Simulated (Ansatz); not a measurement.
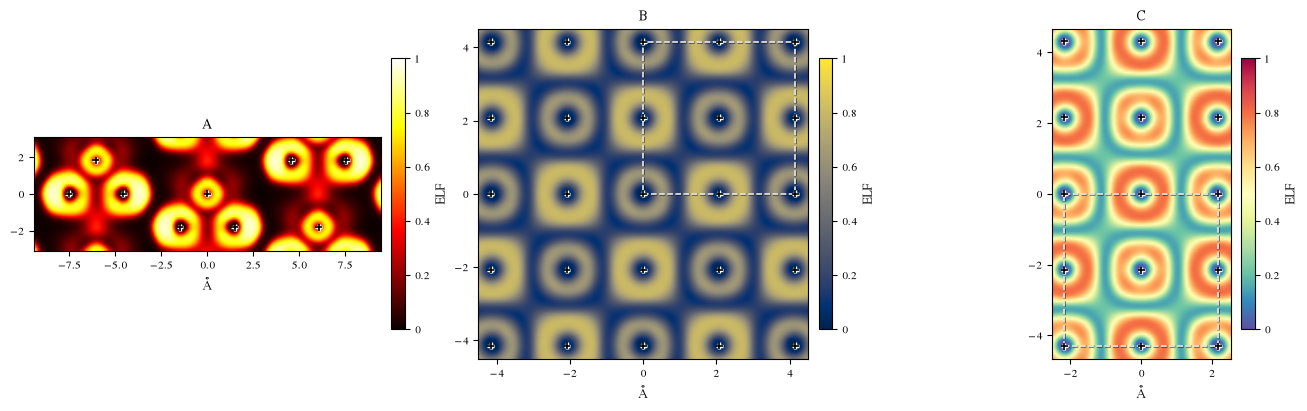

The electron localisation function of 3 systems, each on a plane through atoms (crosses mark nuclei in the plane).

Computed with DFT, PBEsol, PAW with Ansatz's default frozen-core files, scalar-relativistic in Ansatz 0.2.0.

System 1: MoS₂, the (110) plane of the conventional cell. Space group R3m; changed on purpose from its base cell (zz strain of -1 %, PAW files); not relaxed (largest force 1.3 eV/Å); computed pressure about 6 GPa in this cell; computed without spin polarisation.

```
CELL_PARAMETERS angstrom
3.16300 0.00000 0.00000
-1.58150 2.73924 0.00000
0.00000 0.00000 18.18629
ATOMIC_POSITIONS crystal
Mo 0.00000 0.00000 0.00000
Mo 0.66667 0.33333 0.33333
Mo 0.33333 0.66667 0.66667
S 0.66667 0.33333 0.08173
S 0.33333 0.66667 0.41507
S 0.00000 0.00000 0.74840
S 0.33333 0.66667 0.25157
S 0.00000 0.00000 0.58490
S 0.66667 0.33333 0.91823
```

System 2: TiN, the (010) plane of the conventional cell. Space group Fm-3m; computed pressure about 11 GPa in this cell; computed without spin polarisation.

```
CELL_PARAMETERS angstrom
4.15736 0.00000 0.00000
0.00000 4.15736 0.00000
0.00000 0.00000 4.15736
ATOMIC_POSITIONS crystal
Ti 0.00000 0.00000 0.00000
Ti 0.50000 0.50000 0.00000
Ti 0.50000 0.00000 0.50000
Ti 0.00000 0.50000 0.50000
N 0.50000 0.00000 0.00000
N 0.00000 0.50000 0.00000
N 0.00000 0.00000 0.50000
N 0.50000 0.50000 0.50000
```

System 3: TaN, the (11̄0) plane of the conventional cell. Space group I4/mmm; changed on purpose from its base cell (equal xx and yy strain of -1 %, PAW files); computed pressure about 12 GPa in this cell.

Which map belongs to which system?

Answer. Panel A is system 1, MoS₂: the plane holds Mo and S. Mo–S (2.35 Å): the ELF peaks at about 0.85 in the valence shell of S, 0.8 Å from its nucleus, and is about 0.45 at the midpoint. Panel B is system 2, TiN: the plane holds Ti and N. Ti–N (2.08 Å): the ELF peaks at about 0.80 in the valence shell of N, 0.6 Å from its nucleus, and is about 0.20 at the midpoint: no localised pair shows between them. Panel C is system 3, TaN: the plane holds Ta and N. Ta–N (2.16 Å): the ELF peaks at about 0.80 in the valence shell of N, 0.6 Å from its nucleus, and is about 0.15 at the midpoint; no shared electron pair shows on this line.
